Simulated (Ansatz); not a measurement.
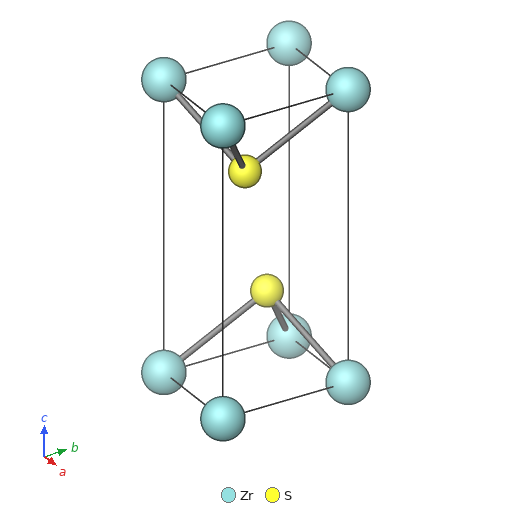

System: ZrS₂, space group P-3m1 (No. 164). The picture shows the conventional cell.

Starting cell:
```
Zr S
1.0
     3.63000    0.00000    0.00000
    -1.81500    3.14370    0.00000
     0.00000    0.00000    5.85000
Zr S
1 2
Direct
  0.00000 0.00000 0.00000
  0.33333 0.66667 0.24920
  0.66667 0.33333 0.75080
```

Method: periodic Kohn-Sham DFT of a crystal at fixed atoms, scaled to the stated factor times the given cell; pressure positive in compression (Ansatz 0.2.0). Level: PBE.

- method: frozen-core PAW
- relativity: scalar
- k mesh: 10×10×5
- occupations: Fermi–Dirac
- smearing width: 0.01 eV
- wave cutoff: 420 eV
- PAW set: soft_2

V(given) is 22.25 Å³/atom.

Describe the result: the pressure and largest field gradient Vzz against V/V(given). The V/V(given) takes the values 0.96, 0.99, 1.02, 1.06.

The pressure falls from 7.580 GPa at V/V(given) 0.96 to −2.364 GPa at 1.06, and changes sign near 1.03. The largest field gradient Vzz rises from −1.600 1e21 V/m² at V/V(given) 0.96 to −1.002 1e21 V/m² at 1.06.

```json
{"V/V(given)": "0.96", "pressure (GPa)": "7.580", "largest field gradient Vzz (1e21 V/m²)": "-1.600"}
{"V/V(given)": "0.99", "pressure (GPa)": "4.068", "largest field gradient Vzz (1e21 V/m²)": "-1.404"}
{"V/V(given)": "1.02", "pressure (GPa)": "1.038", "largest field gradient Vzz (1e21 V/m²)": "-1.222"}
{"V/V(given)": "1.06", "pressure (GPa)": "-2.364", "largest field gradient Vzz (1e21 V/m²)": "-1.002"}
```

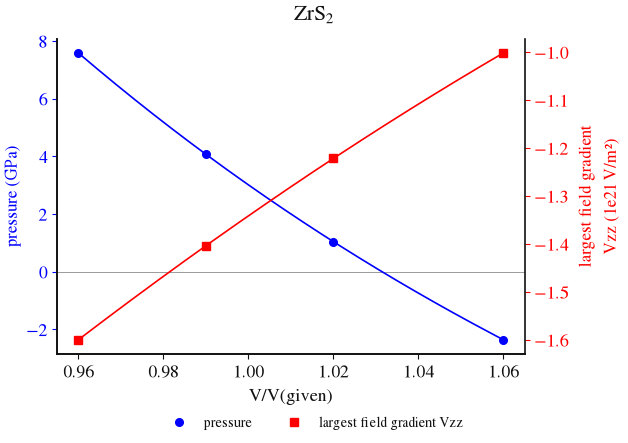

Caveats: shape and atomic fractions are frozen while scaling, which makes layered, chain and framework solids too stiff.
